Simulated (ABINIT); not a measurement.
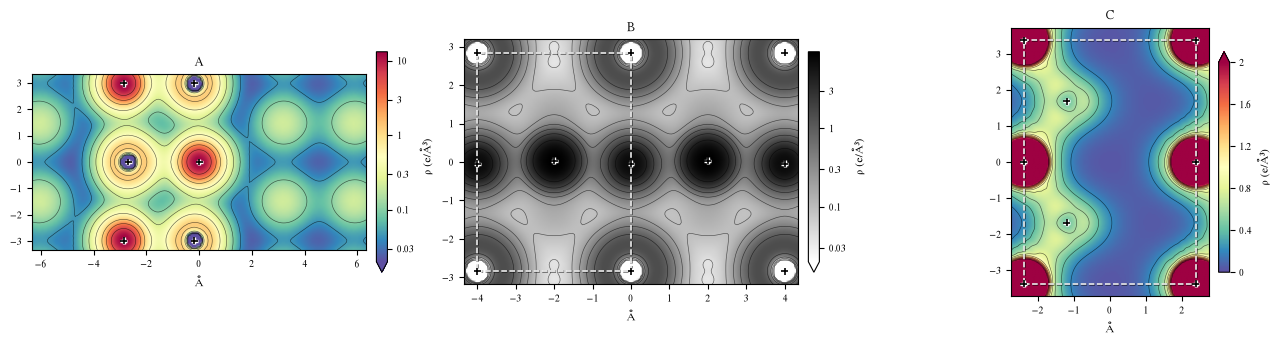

The valence charge density (pseudo) of 3 systems, each on a plane through atoms (crosses mark nuclei in the plane).

Theory: Kohn-Sham DFT of a periodic cell, LDA, JTH PAW LDA v2.0 in ABINIT 10.8.3.

System 1: BaTiO3, the (101) plane of the conventional cell. Space group P4mm; not relaxed (largest force 0.4 eV/Å); computed pressure about −7 GPa in this cell.

```
Ba Ti O
1.0
     3.99980    0.00000    0.00000
     0.00000    3.99980    0.00000
     0.00000    0.00000    4.01800
Ba Ti O
1 1 3
Direct
  0.00000 0.00000 0.00000
  0.50000 0.50000 0.49000
  0.00000 0.50000 0.51700
  0.50000 0.00000 0.51700
  0.50000 0.50000 0.01900
```

System 2: BAs, the (011) plane of the conventional cell. Space group F-43m; computed pressure about −4 GPa in this cell.

```
As B
1.0
     4.77700    0.00000    0.00000
     0.00000    0.00000   -4.77700
     0.00000    4.77700    0.00000
As B
4 4
Direct
  0.75000 0.75000 0.25000
  0.25000 0.75000 0.75000
  0.25000 0.25000 0.25000
  0.75000 0.25000 0.75000
  0.50000 0.50000 0.00000
  0.00000 0.50000 0.50000
  0.00000 0.00000 0.00000
  0.50000 0.00000 0.50000
```

System 3: PbS, the (101) plane of the conventional cell. Space group Cmcm; a structure from a database of computed crystals, not necessarily the ambient phase; computed pressure about −4 GPa in this cell.

```cif
data_structure
_symmetry_space_group_name_H-M 'P 1'
_symmetry_Int_Tables_number 1
_cell_length_a 4.1599
_cell_length_b 11.9826
_cell_length_c 4.2793
_cell_angle_alpha 90.000
_cell_angle_beta 90.000
_cell_angle_gamma 90.000
_cell_volume 213.31
loop_
_atom_site_label
_atom_site_type_symbol
_atom_site_fract_x
_atom_site_fract_y
_atom_site_fract_z
_atom_site_occupancy
Pb1 Pb 0.00000 0.86944 0.25000 1
Pb2 Pb 0.50000 0.36944 0.25000 1
Pb3 Pb 0.00000 0.13056 0.75000 1
Pb4 Pb 0.50000 0.63056 0.75000 1
S1 S 0.00000 0.64520 0.25000 1
S2 S 0.50000 0.14520 0.25000 1
S3 S 0.00000 0.35480 0.75000 1
S4 S 0.50000 0.85480 0.75000 1
```

Q: Match each panel to its system.

A: Panel A is system 3, PbS: the plane holds Pb and S. Pb–S (2.69 Å): the density is about 0.38 e/Å³ at the midpoint. Panel B is system 1, BaTiO3: the plane holds Ba, Ti and O. Ba–O (2.79 Å): ρ at the midpoint is about 0.21 e/Å³. Panel C is system 2, BAs: the plane holds As and B. B–As (2.07 Å): ρ at the midpoint is about 0.78 e/Å³.
